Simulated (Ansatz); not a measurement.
This input was run:

```yaml
crystal:
  lattice:
    - [0.0, 1.89785, 1.973764]
    - [1.89785, 0.0, 1.973764]
    - [1.89785, 1.89785, 0.0]
  atoms:
    - { symbol: Rh, position: [0.0, 0.0, 0.0] }
hamiltonian:
  xc: pbe
  pseudopotentials: { kind: paw }
kpoints:
  mp_grid: { grid: [10, 10, 10] }
  band_path:
    path:
      - [[0.0, 0.0, 0.0], [0.0, 0.5, 0.5], [-0.2311390533, 0.5, 0.2688609467], [-0.3655695266, 0.3655695266, 0.0], [0.0, 0.0, 0.0], [0.5, 0.5, 0.0], [0.3655695266, 0.6344304734, 0.0], [0.0, 0.5, 0.0], [0.25, 0.75, 0.5], [0.5, 0.7688609467, 0.2688609467], [0.5, 0.5, 0.0]]
      - [[0.0, 0.5, 0.5], [0.25, 0.75, 0.5]]
    npoints: 14
scf:
  occupations: { method: fermi_dirac, width: 0.05 }
  n_extra_bands: 6
output:
  forces: true
  stress: true
  eigenvalues: true
  fatbands: false
```

System: Rh, space group I4/mmm, 1 atom in the primitive cell.

Ansatz; PBE, Ansatz PAW, no spin polarisation, no spin-orbit coupling, 10×10×10 k mesh, 420 eV cutoff, Fermi-Dirac smearing of 0.05 eV.

What does the calculation give for the electronic structure? The path is Γ–X–Y–Σ–Γ–Z–Σ1–N–P–Y1–Z|X–P.

A metal: 4 bands cross the Fermi level along this path. Bands cross the Fermi level on Γ–X, X–Y, Σ–Γ, Γ–Z, Z–Σ1, Σ1–N, N–P, Y1–Z and X–P, and not on Y–Σ and P–Y1. At Σ the nearest levels lie 0.77 eV below and 0.27 eV above the Fermi level.

The k mesh is thin for a metal, so its Fermi level is uncertain. The cell is under a strain of +4 % (uniaxial). In reduced coordinates of the cell that was run, X is (−0.5, 0, −0.5), Y is (−0.5, −0.231, −0.731), Σ is (−0.366, −0.366, −0.731), Z is (0.5, 0.5, 0), Σ1 is (0.366, 0.366, −0.269), N is (0, 0, −0.5), P is (−0.25, 0.25, −0.5) and Y1 is (0.231, 0.5, −0.269).

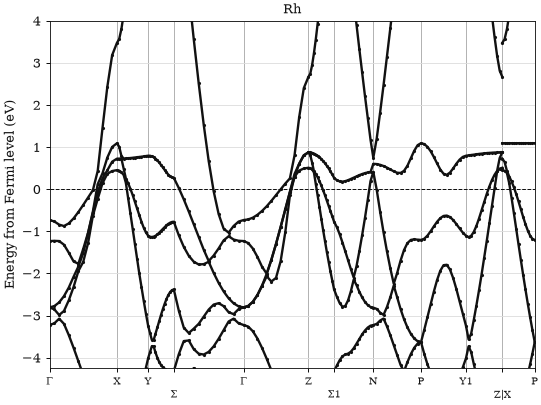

Band structure. Energies are counted from the Fermi level.
